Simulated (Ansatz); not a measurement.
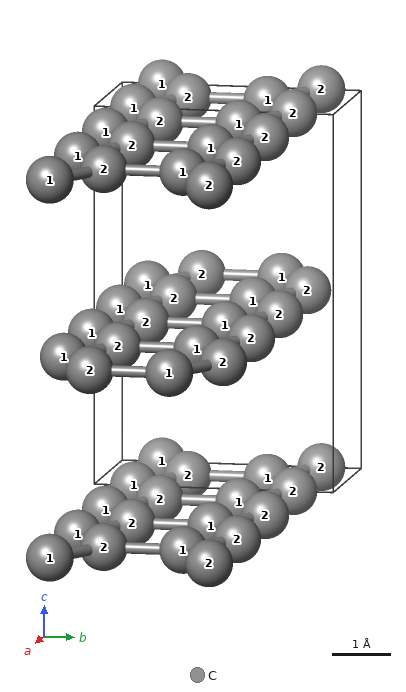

This is a symmetric starting cell of C. A ball-and-stick model of the conventional cell (4 times the calculation's cell), repeated 4 × 1 × 1 with one cell outlined, seen slightly off an axis. Lengths and directions refer to the drawn axes.

Method: Ansatz, DFT PBEsol, scalar-relativistic, plane waves, PAW. Settings: plane-wave cutoff 420 eV; k-point mesh 14 × 14 × 14; occupations gaussian; smearing width 0.02 eV; no spin polarisation.

Now this is done to it. The cell is strained by +8.6 % along b, +7.4 % along c, −1.0 % along a (volume +15.3 %) and atoms are displaced by 0.11 Å relative to the cell: C1 0.11 Å along −b. No relaxation follows. The starting cell wasn't computed here and needn't be at equilibrium, so pressure and forces aren't due to the change alone.

Input
```yaml
crystal:
  lattice:
    - [0.0, 2.30915628, 3.59434584]
    - [1.21524108, 0.0, 3.59434584]
    - [1.21524108, 2.30915628, 0.0]
  atoms:
    - { symbol: C, position: [0.1431627127, 0.8568372873, 0.1431627127] }
    - { symbol: C, position: [0.8568372873, 0.1431627127, 0.8568372873] }
basis:
  ecutwfc: 420
kpoints:
  mp_grid: { grid: [14, 14, 14] }
hamiltonian:
  xc: pbesol
scf:
  occupations: { method: gaussian, width: 0.02 }
output:
  forces: true
  stress: true
  eigenvalues: true
```

Q: What does the calculation give for the changed structure?

A: The pressure is −15.5 GPa (not all of it need come from the change, since the unchanged cell can be under pressure at this level too). The principal stresses (compression positive) are 2.0 GPa along a, 0.1 GPa along c, −48.5 GPa along b. The largest forces, 8.3 eV/Å, act on C1 and C2; on C1 it points along +b. The forces point straight back along the displacements (cosine −1.00). Near-neighbour distances before and after: C–C 1.418 → 1.322 to 1.565 Å. The space group stays Fmmm (No. 69).

The changed structure in the same view:

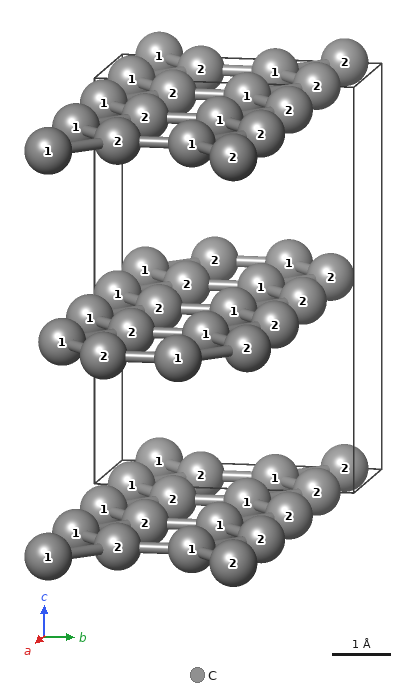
